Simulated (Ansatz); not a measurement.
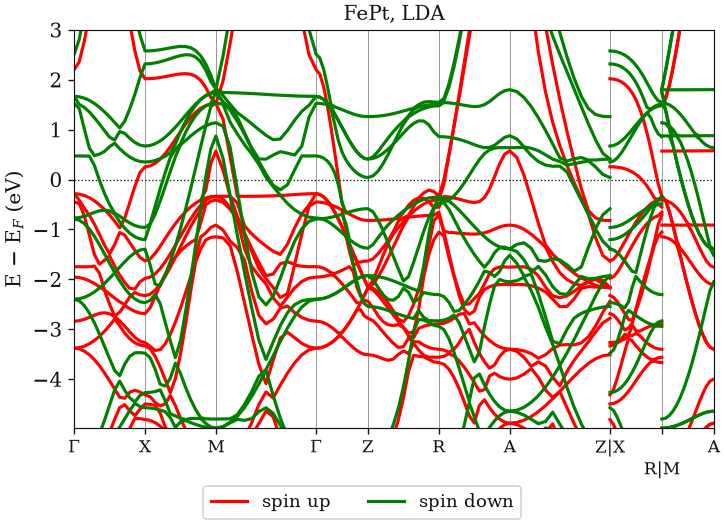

Band structure. Energies are counted from the Fermi level.

Question: What lattice type does the k path imply?

Answer: A primitive tetragonal lattice: the path Γ–X–M–Γ–Z–R–A–Z|X–R|M–A runs through the special points of its Brillouin zone.

The Ansatz input:

```yaml
crystal:
  lattice:
    - [2.7235, 0.0, 0.0]
    - [0.0, 2.7235, 0.0]
    - [0.0, 0.0, 3.72]
  atoms:
    - { symbol: Pt, position: [0.5, 0.5, 0.5] }
    - { symbol: Fe, position: [0.0, 0.0, 0.0], spin: 3.0 }
hamiltonian:
  xc: lda
  pseudopotentials: { kind: paw }
magnetization:
  spin_polarized: true
kpoints:
  mp_grid: { grid: [10, 10, 7] }
  band_path:
    path:
      - [[0.0, 0.0, 0.0], [0.0, 0.5, 0.0], [0.5, 0.5, 0.0], [0.0, 0.0, 0.0], [0.0, 0.0, 0.5], [0.0, 0.5, 0.5], [0.5, 0.5, 0.5], [0.0, 0.0, 0.5]]
      - [[0.0, 0.5, 0.0], [0.0, 0.5, 0.5]]
      - [[0.5, 0.5, 0.0], [0.5, 0.5, 0.5]]
    npoints: 14
scf:
  occupations: { method: fermi_dirac, width: 0.05 }
  n_extra_bands: 6
output:
  forces: true
  stress: true
  eigenvalues: true
  fatbands: false
  write_density: true
  write_potential: true
  elf: true
  volumetric_format: npy
```

System: FePt, space group P4/mmm, 2 atoms in the cell.

Ansatz; LDA, Ansatz PAW, collinear spin, ferromagnetic start, no spin-orbit coupling, 10×10×7 k mesh, 420 eV cutoff, Fermi-Dirac smearing of 0.05 eV.

Question: Metal, semiconductor or insulator?

Answer: A metal: 3 spin-up and 4 spin-down bands cross the Fermi level along this path.

The run ends ferromagnetic, with 3.22 μB a cell. Spin-orbit coupling is left out, which matters for Pt. The magnetic state is the one that this start led to; another may lie lower. The PAW data sets were made with another functional. The cell is at −13 GPa in this functional.
